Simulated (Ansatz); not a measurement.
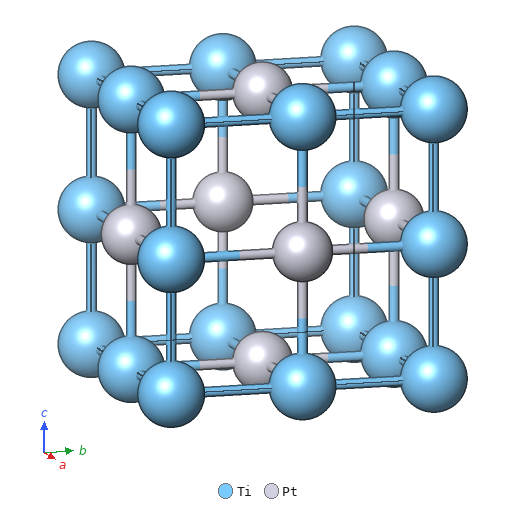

Ball-and-stick drawing of the structure, looking slightly off an axis. The frame is the conventional unit cell; atoms at its boundary are shown with their periodic copies. Cell: a = 5.13 Å, b = 5.13 Å, c = 5.13 Å, α = 90.00°, β = 90.00°, γ = 90.00°.

Origin of the cell: a random cell made by a generator, so it need not be a real form of the compound. Earlier steps of the study may have refined or changed the cell and positions. Ansatz was used for an electronic-structure calculation on it.

Question: What can be read from this drawing?

Answer: Its composition is Ti4Pt3. Its lattice is primitive cubic, its space group Pm-3m (No. 221). Counting shared atoms by their share gives 4 Ti, 3 Pt, or 7 atoms. Pt is coordinated by four Ti in a square planar arrangement at about 2.6 Å. Ti takes two kinds of site: 3d with four Pt and two Ti in an octahedral arrangement (about 2.6 Å to Pt, 2.6 Å to Ti); 1a with six Ti in an octahedral arrangement at about 2.6 Å. The bonds build a three-dimensional framework.

Electronic-structure method: DFT PBE, scalar-relativistic, plane waves, PAW in Ansatz. Parameters: E_cut = 420 eV, an 8×8×8 grid in reciprocal space, Gaussian smearing of 0.1 eV, no spin polarisation.

Question: How large a gap does the method give, if there is one?

Answer: A metal: bands cross the Fermi level.

Question: What charge does Bader's analysis assign to each element?

Answer: Ti +0.24 to +1.01 e; Pt -1.09 e.

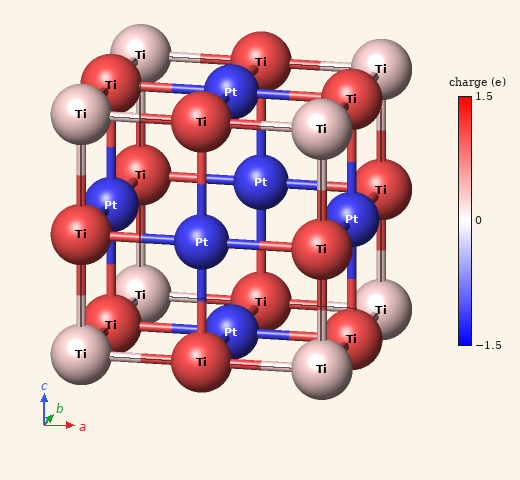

The atoms coloured by those charges. The run's cell of 7 atoms is drawn.

Question: Has the structure come to rest?

Answer: Yes. All forces vanish to within 0.01 eV/Å. The pressure is 0.0 GPa, close to zero.
